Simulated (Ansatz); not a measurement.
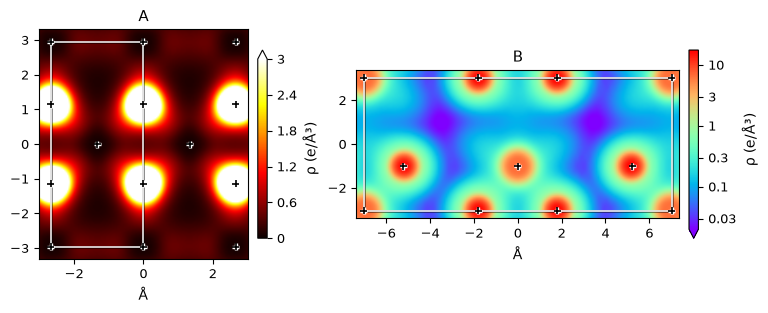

The valence pseudo-density of 2 systems, each on a plane through atoms (crosses mark nuclei in the plane).

Theory: DFT, PBE, plane waves, PAW (Ansatz 0.2.0).

System 1: Te2Mo, the (110) plane of the conventional cell. Space group P6₃/mmc; started from the 2H (MoS2) bulk prototype, which need not be the ambient phase; changed on purpose from its base cell (hydrostatic strain -1.0%); computed pressure about 3 GPa in this cell; computed without spin polarisation.

System 2: SiO2, the (11̄0) plane of the conventional cell. Space group P4₂/mnm; started from the rutile prototype, which need not be the ambient phase; computed pressure about 10 GPa in this cell.

```
Si O
1.0
     4.18519    0.00000    0.00000
     0.00000    4.18519    0.00000
     0.00000    0.00000    2.66884
Si O
2 4
Cartesian
  0.0000 0.0000 0.0000
  2.0926 2.0926 1.3344
  1.2811 1.2811 0.0000
  0.8115 3.3737 1.3344
  3.3737 0.8115 1.3344
  2.9041 2.9041 0.0000
```

Match each panel to its system.

Answer. Panel A is system 2, SiO2: the plane holds Si and O. Si–O (1.76 Å): ρ at the midpoint is about 0.96 e/Å³. Panel B is system 1, Te2Mo: the plane holds Mo and Te. Te–Mo (2.71 Å): ρ at the midpoint is about 0.46 e/Å³.
